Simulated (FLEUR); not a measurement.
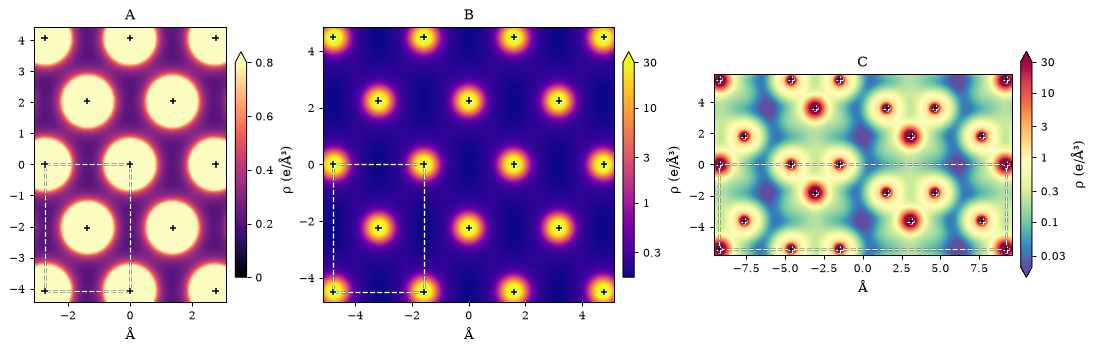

The total electron density of 3 systems, each on a plane through atoms (crosses mark nuclei in the plane).

All numbers below come from Kohn-Sham DFT of a periodic cell, PBE, all-electron (FLEUR).

System 1: WS2, the (110) plane of the conventional cell. Space group R3m; not relaxed (largest force 0.6 eV/Å).

System 2: Cu, the (110) plane of the conventional cell. Space group I4/mmm; a structure from a database of computed crystals, not necessarily the ambient phase.

System 3: Al, the (11̄0) plane of the conventional cell. Space group Im-3m; a structure from a database of computed crystals, not necessarily the ambient phase.

```xyz
2
Lattice="3.1824 0.0000 0.0000 0.0000 3.1824 0.0000 0.0000 0.0000 3.1824" Properties=species:S:1:pos:R:3 pbc="T T T"
Al    0.0000    0.0000    0.0000
Al    1.5912    1.5912    1.5912
```

Match each panel to its system.

Panel A is system 2, Cu: the plane holds Cu. Cu–Cu (2.46 Å): the density is about 0.31 e/Å³ at the midpoint. Panel B is system 3, Al: the plane holds Al. Al–Al (2.76 Å): the density is about 0.22 e/Å³ at the midpoint. Panel C is system 1, WS2: the plane holds W and S. W–S (2.39 Å): ρ at the midpoint is about 0.65 e/Å³.
